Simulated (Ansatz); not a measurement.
One cell, run at 7 values of the smearing width.
Ce (Fm-3m, 1 atom in the cell); DFT, r2SCAN, plane waves (500 eV) with PAW, scalar-relativistic (Ansatz 0.2.0); 12×12×12 k-mesh, no spin polarisation, Fermi–Dirac smearing.
ΔE is the free energy less its value at the smallest setting, 0.01 eV.
Dashed lines or grey bands mark the tolerance: 1 meV/atom and 0.1 GPa.
On logarithmic panels, open markers lie below the reference value and filled ones above.
Values: 1 eV, 0.6 eV, 0.3 eV, 0.2 eV, 0.1 eV, 0.03 eV and 0.01 eV.

### How do the results converge (to 1 meV/atom and 0.1 GPa)?

The free energy at the last setting but one, 0.03 eV, is still more than 1 meV/atom from the smallest setting's value, so the scan doesn't show it converged. It is off by 4000 meV/atom at 1 eV, 150 meV/atom at 0.2 eV and 1.5 meV/atom at 0.03 eV (always below it). The pressure is within 0.1 GPa of the smallest setting's value from 0.03 eV down. It is off by 20 GPa at 1 eV, 4.1 GPa at 0.3 eV and 0.36 GPa at 0.1 eV (on both sides of it). The free energy falls with the width because it holds the −TS term of the fractional occupations.

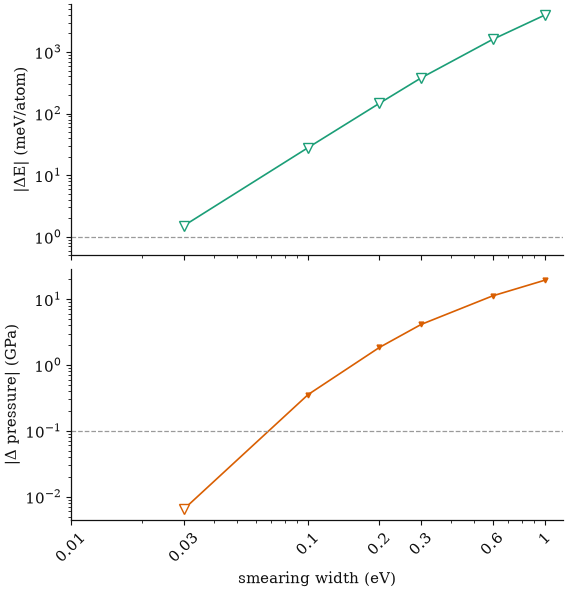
